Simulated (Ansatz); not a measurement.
# Run report: HfSi$_{2}$, geometry relaxation (part 2 of 3)

The same run, continued: HfSi$_{2}$ (slab, 24 atoms in the cell); DFT PBE, scalar-relativistic, plane waves, PAW, no spin polarisation (Ansatz 0.2.0); cutoff 420 eV, 10×5×1 k-mesh, Gaussian smearing of 0.1 eV. The structure derives from a Materials Project entry. It belongs to a series of runs on one base structure; here: (0 0 1) slab, atoms relaxed.

Geometry of the input (Å; fractional positions):
```
3.6821  0.0000  0.0000
-1.8411  7.2975  0.0000
0.0000  0.0000  27.8071
Hf 0.1055  0.2110  0.2697
Si 0.7497  0.4994  0.2697
Si 0.4458  0.8915  0.2697
Hf 0.8945  0.7890  0.3355
Si 0.2503  0.5006  0.3355
Si 0.5542  0.1085  0.3355
Hf 0.1055  0.2110  0.4013
Si 0.7497  0.4994  0.4013
Si 0.4458  0.8915  0.4013
Hf 0.8945  0.7890  0.4671
Si 0.2503  0.5006  0.4671
Si 0.5542  0.1085  0.4671
Hf 0.1055  0.2110  0.5329
Si 0.7497  0.4994  0.5329
Si 0.4458  0.8915  0.5329
Hf 0.8945  0.7890  0.5987
Si 0.2503  0.5006  0.5987
Si 0.5542  0.1085  0.5987
Hf 0.1055  0.2110  0.6645
Si 0.7497  0.4994  0.6645
Si 0.4458  0.8915  0.6645
Hf 0.8945  0.7890  0.7303
Si 0.2503  0.5006  0.7303
Si 0.5542  0.1085  0.7303
```

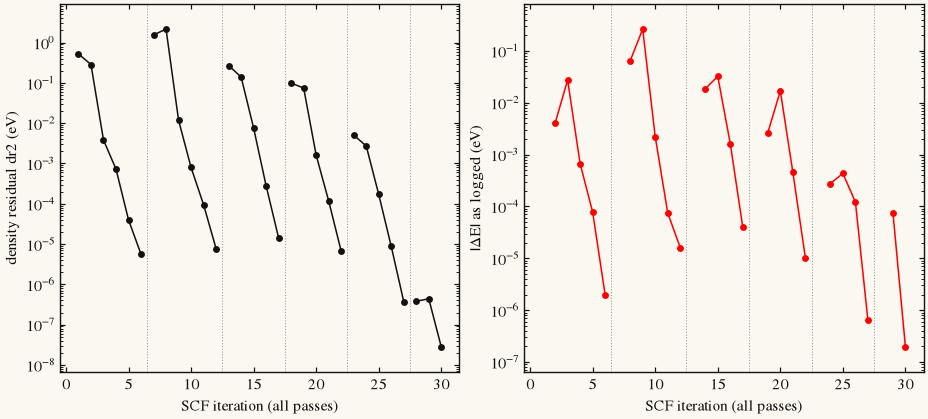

Fig. 1: Convergence of the self-consistent field: density residual dr2 and size of the energy change against the SCF iteration. The dotted lines part the SCF passes of the relaxation: geometry steps, rejected trials and re-solves on a re-selected basis. The 6 passes take 3 to 6 iterations each, 30 in all.

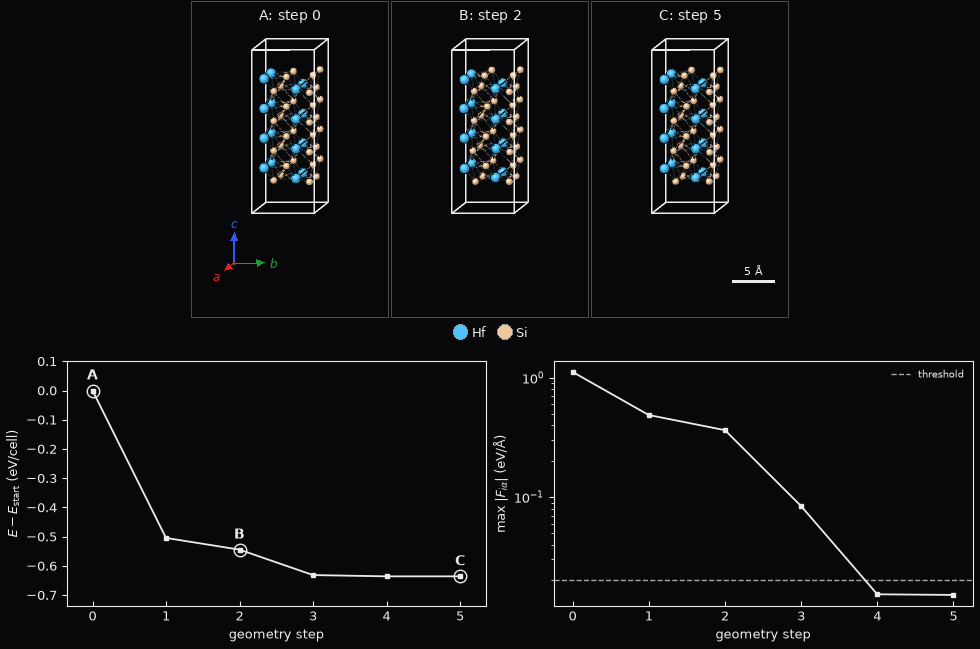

Fig. 2: Frames of the relaxation (ball-and-stick view of the 2 × 1 repeat of the cell, with the vacuum cut short (origin shifted), seen slightly off an axis) above the curves, on which the letters mark them (the first geometry is step 0 here and step 1 in the log).

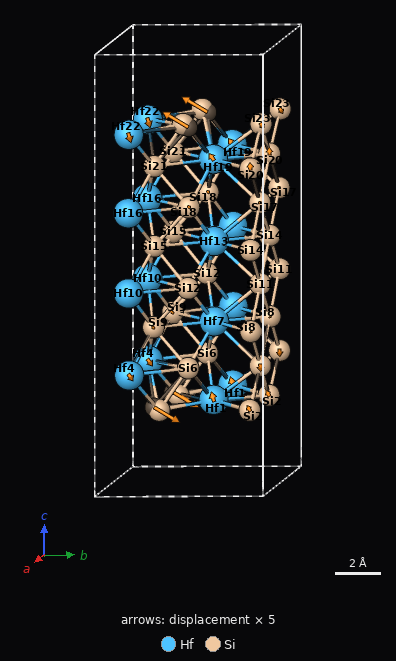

Fig. 3: Start (faint) and end (solid) with the displacements as orange arrows, magnified 5 times (ball-and-stick view of the 2 × 1 repeat of the cell, with the vacuum cut short (origin shifted), seen slightly off an axis). The energy falls by 0.636 eV per cell of the calculation in 5 geometry steps. Largest force component: 1.1 eV/Å at the start, 0.015 eV/Å at the end. The largest moves, 0.28 Å, are those of Si3 and Si24. Largest moves by element: Si 0.28 Å, Hf 0.10 Å. The cell doesn't change. Among the contacts that change: Hf1–Si3 2.970 → 2.770 Å, Hf19–Si24 2.701 → 2.805 Å, Si20–Si23 2.596 → 2.502 Å, Hf1–Si5 2.796 → 2.712 Å. Among the angles that change: Hf1–Si3–Hf1 76.6° → 83.3°, Si5–Si2–Si5 90.4° → 94.8°, Hf4–Si3–Hf4 85.9° → 82.0°. (Atoms are counted from 1 in the order of the input.)

```
WARN: The output density's exchange-correlation potential varies sharply where the density is thin. Do not read a vacuum level from v_tot or v_xc, or from such a field of the output density. On a cell that repeats whose density bears no net charge and no dipole along the vacuum's axis use v_es (v_loc + v_h of the components); under efield.dipole_correction with no amplitude use v_es + v_field, which holds any external_charges[].barrier, or the levels of the report's work_function block, which leave it out; under a non-zero efield.amplitude the vacuum is tilted and has no level; on a cell that repeats and bears such a dipole with no correction it is tilted too, and efield.dipole_correction with no amplitude gives each side of its ramp a level where efield: is served; in a cell that repeats whose density bears a net charge (total_charge, or a fill off its count) it is curved and has none; of a slab under crystal.periodic whose density bears no net charge use v_es, which has a level on each side, short of where the two are joined; of another it falls or rises all the way out and has none; of a slab beside external_charges read slab_vacuum_level instead, which it has where they leave it neutral. The grid or the basis barely resolves most such structure, and the values can differ between equally converged runs; as a rule a tighter scf.convergence.dr2_threshold does not remove it. Where the density itself ripples (under the LDA too) a higher basis.ecutwfc lessens it. The files hold the spikes' plane waves up to the density's cutoff. Files: v_tot_of_output_density and the like, and their columns of v_z.tsv (output.write_potential); v_xc_of_output_density and the like, and their columns of v_comp_z.tsv (output.write_potential_components). Measured: with its Gaussian average of σ = 0.25 Å subtracted twice, the exchange-correlation potential is over 0.1 eV at 204 of the grid points where the equally averaged density (valence and model cores) is under 1e-3 e/Å³, and 0.277 eV at the most among them, at an averaged density of 4.3e-8 e/Å³. See output.write_potential in the manual, Limitations
SCF converged after 3 iterations
Free energy (F): -135952.580165 eV
Harris-Foulkes:  -135952.580165 eV  (|F-HF|=4.53e-8)
Internal energy: -135952.549016 eV  (E = F + TS)
E sigma→0 (E₀):  -135952.564591 eV
Entropy (-TS):   -0.031150 eV (-1.298 meV/atom)
Fermi energy:    5.955480 eV
Dipole field:    D = -0.000000 V/Å  (p = -0.000001 e·Å, saw-weighted, corrected)
Work function:   Φ+ = 4.2980 eV   Φ− = 4.2980 eV
Levels:          The Fermi level and band energies are counted from a zero that moves with the ramp; work functions are not
--- Per-component energies (eV) ---
  E_band       = -2587.089709
  E_kinetic    = 4043.063936
  E_local      = -315691.668914  (includes V_loc(G=0)·N_el)
  E_nonlocal   = -9546.190460
  E_hartree    = 155067.801536
  E_xc         = -3291.070994
  E_vxc        = -2889.225871  (∫ρ·V_xc dr)
  E_paw        = -63616.120914  (= ΣΔE_a)
  E_vpaw       = 11361.337293  (= ΣTr[D̂ρ^β])
  E_aug_tail   = 0.000093  (compensation charges beyond the density's cutoff)
  E_efield     = 0.000000  (sawtooth field / dipole correction)
  E_vefield    = -0.000000  (∫n·V_field dr)
  E_ewald      = 97081.636701
  E_smearing   = -0.031150  (= −TS)
  E_closure    = -0.000000  (closes the sum)
  Σ components = -135952.580165   (vs F -135952.580165, Δ=0.00e0)
--- Forces (eV/Å), atoms counted from 1 ---
  atom   1  Hf    -0.00016704    -0.00680176    -0.00914594
  atom   2  Si     0.00003674    -0.00233672     0.00212658
  atom   3  Si     0.00013659     0.01512504    -0.01110425
  atom   4  Hf     0.00024959    -0.00493487    -0.01033942
  atom   5  Si     0.00006985    -0.00520604    -0.00147808
  atom   6  Si    -0.00011504     0.00275629     0.00734209
  atom   7  Hf    -0.00040081    -0.00008816     0.00352676
  atom   8  Si    -0.00006544    -0.00448852     0.00403026
  atom   9  Si     0.00002118     0.00449546     0.00750239
  atom  10  Hf     0.00022848    -0.00250383    -0.00346295
  atom  11  Si     0.00003031     0.00747065     0.00020492
  atom  12  Si     0.00020281    -0.00081367     0.00125763
  atom  13  Hf    -0.00022849     0.00250337     0.00346388
  atom  14  Si    -0.00003034    -0.00747113    -0.00020509
  atom  15  Si    -0.00020281     0.00081356    -0.00125704
  atom  16  Hf     0.00040082     0.00008836    -0.00352581
  atom  17  Si     0.00006540     0.00448826    -0.00403019
  atom  18  Si    -0.00002121    -0.00449616    -0.00750192
  atom  19  Hf    -0.00024957     0.00493494     0.01033724
  atom  20  Si    -0.00006987     0.00520719     0.00147952
  atom  21  Si     0.00011503    -0.00275588    -0.00734527
  atom  22  Hf     0.00016709     0.00679993     0.00914847
  atom  23  Si    -0.00003673     0.00233706    -0.00212738
  atom  24  Si    -0.00013656    -0.01512238     0.01110381
  max |Σ_I F_I| component: 9.84e-7 eV/Å
--- Band table (eV; the first three rows and the last of 26) ---
  k-point 0: bands = ["-56.1333", "-56.1333", "-55.8698", "-55.8675", "-55.7799", "-55.7799", "-55.7761", "-55.7760", "-25.0146", "-25.0146", "-24.7369", "-24.7369", "-24.7199", "-24.7199", "-24.6590", "-24.6283", "-24.6166", "-24.5868", "-24.5780", "-24.5717", "-24.5522", "-24.5402", "-24.4952", "-24.4921", "-24.4916", "-24.4902", "-24.4747", "-24.4710", "-24.4622", "-24.4582", "-24.4421", "-24.4421", "-6.2831", "-6.1817", "-6.1765", "-6.1648", "-6.1648", "-6.1544", "-6.1543", "-6.1264", "-6.1264", "-6.1146", "-6.1146", "-6.0602", "-6.0572", "-6.0467", "-6.0467", "-5.8910", "-5.8864", "-5.8791", "-5.8776", "-5.8753", "-5.8725", "-5.8672", "-5.8657", "-5.8629", "-5.8625", "-5.8619", "-5.8607", "-5.8596", "-5.8568", "-5.8279", "-5.7925", "-5.7922", "-5.7919", "-5.7844", "-5.7842", "-5.7840", "-5.7840", "-5.7794", "-5.7793", "-5.7792", "-5.7792", "-5.7786", "-5.7778", "-5.7727", "-5.7726", "-5.7713", "-5.7712", "-5.7686", "-5.7685", "-5.7668", "-5.7668", "-5.7655", "-5.7654", "-5.7652", "-5.7646", "-5.7581", "-5.7581", "-5.6511", "-4.9023", "-4.3307", "-3.9511", "-3.8280", "-3.3101", "-2.5496", "-2.4349", "-2.0755", "-1.4043", "-1.2605", "-1.0746", "-0.3740", "0.1085", "0.5903", "0.7358", "1.4704", "1.8760", "1.9582", "2.9537", "2.9885", "3.3280", "3.4835", "3.6530", "3.7134", "3.7204", "3.7248", "3.7250", "3.7345", "3.7930", "3.9719", "4.0234", "4.1081", "4.1173", "4.2586", "4.4194", "4.4988", "4.5292", "4.5454", "4.8538", "4.9269", "4.9664", "5.4327", "5.9103", "5.9530", "6.1665", "6.3574", "6.4550", "6.4834", "6.7635", "6.8734", "6.9513", "7.0103", "7.1880", "7.2052", "7.5204", "7.6126", "7.7370", "7.8375", "7.9103", "7.9950", "8.0021", "8.0865", "8.2949", "8.3080", "8.3748", "8.6499", "8.6849", "8.8957", "8.9003", "8.9078", "8.9123", "9.0493", "9.0750", "9.2519"]
  k-point 1: bands = ["-56.1333", "-56.1333", "-55.8698", "-55.8676", "-55.7799", "-55.7799", "-55.7761", "-55.7760", "-25.0147", "-25.0146", "-24.7365", "-24.7364", "-24.7200", "-24.7200", "-24.6580", "-24.6293", "-24.6161", "-24.5869", "-24.5778", "-24.5710", "-24.5529", "-24.5397", "-24.4964", "-24.4921", "-24.4917", "-24.4913", "-24.4745", "-24.4706", "-24.4621", "-24.4583", "-24.4421", "-24.4421", "-6.1938", "-6.1811", "-6.1648", "-6.1648", "-6.1578", "-6.1544", "-6.1539", "-6.1265", "-6.1259", "-6.1146", "-6.1146", "-6.0596", "-6.0561", "-6.0467", "-6.0467", "-5.8886", "-5.8845", "-5.8790", "-5.8766", "-5.8756", "-5.8721", "-5.8667", "-5.8650", "-5.8629", "-5.8626", "-5.8619", "-5.8598", "-5.8596", "-5.8566", "-5.8171", "-5.7920", "-5.7919", "-5.7904", "-5.7844", "-5.7842", "-5.7841", "-5.7835", "-5.7793", "-5.7791", "-5.7790", "-5.7790", "-5.7781", "-5.7774", "-5.7726", "-5.7726", "-5.7714", "-5.7714", "-5.7686", "-5.7686", "-5.7670", "-5.7666", "-5.7655", "-5.7654", "-5.7653", "-5.7643", "-5.7581", "-5.7581", "-5.5571", "-4.8057", "-4.6610", "-4.2103", "-3.7713", "-3.5550", "-2.7054", "-2.3990", "-1.6690", "-1.4869", "-1.0153", "-0.9700", "-0.2680", "0.2441", "0.7152", "1.0010", "1.3863", "1.9708", "2.1367", "2.3345", "3.0535", "3.1449", "3.2680", "3.3568", "3.6358", "3.6375", "3.7109", "3.7173", "3.8308", "3.8705", "3.8905", "3.9484", "4.1269", "4.1756", "4.2601", "4.3384", "4.4523", "4.4772", "4.5821", "4.8181", "4.8827", "5.1160", "5.5884", "5.7309", "5.7530", "6.1608", "6.2939", "6.3861", "6.5099", "6.6353", "6.7491", "7.0226", "7.0967", "7.1048", "7.2908", "7.6317", "7.6365", "7.7596", "7.8585", "7.9766", "8.1818", "8.1896", "8.2167", "8.3144", "8.3809", "8.4390", "8.4737", "8.5650", "8.6308", "8.7606", "8.9702", "9.0124", "9.1650", "9.1930", "9.3904"]
  k-point 2: bands = ["-56.1333", "-56.1333", "-55.8698", "-55.8676", "-55.7799", "-55.7798", "-55.7761", "-55.7760", "-25.0148", "-25.0147", "-24.7357", "-24.7357", "-24.7200", "-24.7200", "-24.6564", "-24.6307", "-24.6151", "-24.5872", "-24.5777", "-24.5705", "-24.5535", "-24.5391", "-24.4982", "-24.4937", "-24.4921", "-24.4915", "-24.4742", "-24.4700", "-24.4619", "-24.4585", "-24.4421", "-24.4421", "-6.1805", "-6.1802", "-6.1648", "-6.1648", "-6.1544", "-6.1544", "-6.1268", "-6.1266", "-6.1146", "-6.1146", "-6.0596", "-6.0589", "-6.0467", "-6.0467", "-5.9385", "-5.8866", "-5.8807", "-5.8790", "-5.8759", "-5.8715", "-5.8661", "-5.8644", "-5.8630", "-5.8629", "-5.8619", "-5.8610", "-5.8596", "-5.8591", "-5.8338", "-5.8084", "-5.7916", "-5.7913", "-5.7853", "-5.7845", "-5.7843", "-5.7842", "-5.7789", "-5.7788", "-5.7787", "-5.7787", "-5.7777", "-5.7775", "-5.7726", "-5.7726", "-5.7717", "-5.7716", "-5.7691", "-5.7686", "-5.7686", "-5.7670", "-5.7662", "-5.7657", "-5.7654", "-5.7653", "-5.7581", "-5.7581", "-5.7216", "-5.2674", "-5.2406", "-4.7693", "-4.4941", "-4.0442", "-3.5209", "-3.1083", "-2.1798", "-1.8316", "-1.0415", "-0.7028", "-0.4870", "-0.3901", "0.8976", "1.0007", "1.1718", "1.3072", "1.8408", "2.0688", "2.3399", "2.4434", "2.6935", "2.9992", "3.2489", "3.3373", "3.5624", "3.5966", "3.7331", "3.8097", "3.8424", "3.9402", "4.0612", "4.0616", "4.0858", "4.1300", "4.3338", "4.3744", "4.5286", "4.7318", "5.0890", "5.0939", "5.1554", "5.2969", "5.6342", "5.6734", "5.7451", "6.0847", "6.1382", "6.4795", "6.8301", "6.9628", "7.0273", "7.1736", "7.2329", "7.2535", "7.6362", "7.6502", "7.6769", "7.7773", "7.8791", "7.9581", "8.2020", "8.2749", "8.3809", "8.4497", "8.5408", "8.5695", "8.7122", "8.8119", "8.9262", "8.9320", "8.9998", "9.3701", "9.4302", "9.6032"]
```
